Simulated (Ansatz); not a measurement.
Input file:

```
crystal:
  lattice:
    - [5.5478448303, 0.0, 0.0]
    - [-2.7739224152, 4.1778909211, 0.0]
    - [0.0, 0.0, 4.1546453698]
  atoms:
    - { symbol: C, position: [0.6666666667, 0.3333333333, 0.1839393359] }
    - { symbol: C, position: [0.3333333333, 0.6666666667, 0.1839393359] }
    - { symbol: C, position: [0.6666666667, 0.3333333333, 0.8160606641] }
    - { symbol: C, position: [0.3333333333, 0.6666666667, 0.8160606641] }
    - { symbol: C, position: [0.5, 0.5, 0.340729158] }
    - { symbol: C, position: [0.0, 0.5, 0.340729158] }
    - { symbol: C, position: [0.5, 0.0, 0.340729158] }
    - { symbol: C, position: [0.5, 0.5, 0.659270842] }
    - { symbol: C, position: [0.5, 0.0, 0.659270842] }
    - { symbol: C, position: [0.0, 0.5, 0.659270842] }
basis:
  ecutwfc: 500
kpoints:
  mp_grid: { grid: [12, 12, 10] }
hamiltonian:
  xc: r2scan
scf:
  occupations: { method: gaussian, width: 0.15 }
output:
  forces: true
  stress: true
  eigenvalues: true
  write_density: true
  write_potential: true
  elf: true
  volumetric_format: npy
```

Run with:

```sh
ansatz run input.yaml --threads 2 --pin off --max-ram 5120MiB --backend cpu --events-out ev --progress --plain --runs-dir out
```

Below, planes, directions and counts refer to the conventional cell (a = 5.55 Å, b = 8.36 Å, c = 4.15 Å, α = 90.00°, β = 90.00°, γ = 90.00°).

Space group Cmmm; changed on purpose from its base cell (strain +0.1500 x Voigt [1, 0, 0, 0, 0, 0], atoms carried along); not relaxed (largest force 0.7 eV/Å); computed pressure about −22 GPa in this cell.

These are results of DFT r2SCAN, scalar-relativistic, plane waves, PAW (Ansatz), not measurements.

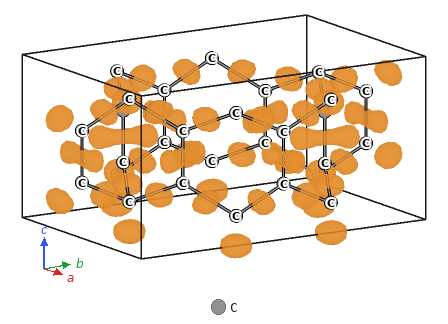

C. Isosurface of the electron localisation function at 0.85 (orange), seen at an oblique angle. Core shells and regions of very low density are left out. Sticks mark near contacts.

Question: Where are the electrons localised?

Answer: The ELF exceeds this value in 34 regions between bonded C–C atoms (shared pairs), counted in one cell of 20 atoms. Regions shared between cells count once. Profiles from the grid: C–C (1.32 Å): the ELF peaks at about 0.90 between the atoms (inside overlapping PAW spheres, so only a guide); a short, multiple covalent bond. C–C (1.53 Å): the ELF peaks at about 0.95 between the atoms, as expected for a shared electron pair.
